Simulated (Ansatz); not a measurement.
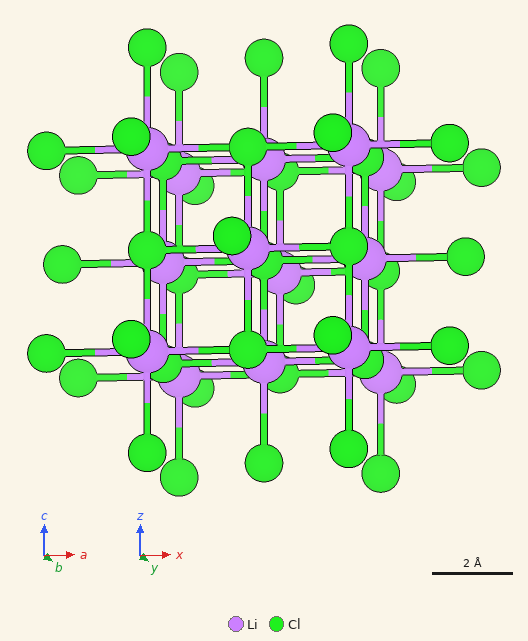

A scan of a crystal of LiCl (Fm-3m): the cell is strained along x alone, with the atoms kept at their fractional coordinates. x, y and z are the Cartesian axes of the input. The picture shows the reference cell. A ball-and-stick model of the conventional cell (4 times the calculation's cell), seen along the b axis, with a slight tilt. Lengths and directions refer to the drawn axes.

Computed with DFT r2SCAN, scalar-relativistic, plane waves, PAW (Ansatz). Settings: plane-wave cutoff 500 eV; k-point mesh 8 × 8 × 8; occupations gaussian; smearing width 0.05 eV; no spin polarisation. Energies (free energies at the smearing named) are counted from the cell as listed in its source, which wasn't relaxed.

```xyz
2
Lattice="0.0000 2.5648 2.5648 2.5648 0.0000 2.5648 2.5648 2.5648 0.0000" Properties=species:S:1:pos:R:3 pbc="T T T"
Li    0.0000    0.0000    0.0000
Cl    2.5648    2.5648    2.5648
```

Question: What energies does the calculation give (the strain: −0.040, −0.030, −0.020, −0.010, 0.000, 0.010, 0.020, 0.030, 0.035, 0.040)?

Answer:
| strain | E − E(ref) (meV/atom) |
| --- | --- |
| −0.040 | 4.32 |
| −0.030 | 2.03 |
| −0.020 | 0.60 |
| −0.010 | −0.04 |
| 0.000 | 0.00 |
| 0.010 | 0.65 |
| 0.020 | 1.83 |
| 0.030 | 3.48 |
| 0.035 | 4.46 |
| 0.040 | 5.54 |

Of the computed points the lowest is at the strain −0.01, −0.04 meV/atom. At the ends of the scan the energy is 4.32 meV/atom (−0.04) and 5.54 meV/atom (0.04). The curvature at zero strain, (1/V) d²E/dε², is about 58 GPa; it is C₁₁ with clamped ions. The distortion takes the space group from Fm-3m to I4/mmm. At the strain −0.04 the cell of the drawing goes a 5.130 → 4.924 Å.

As a plot:

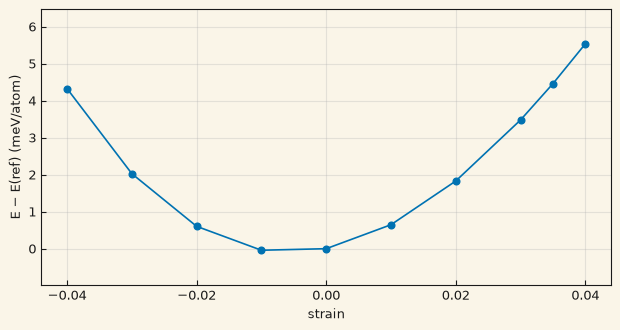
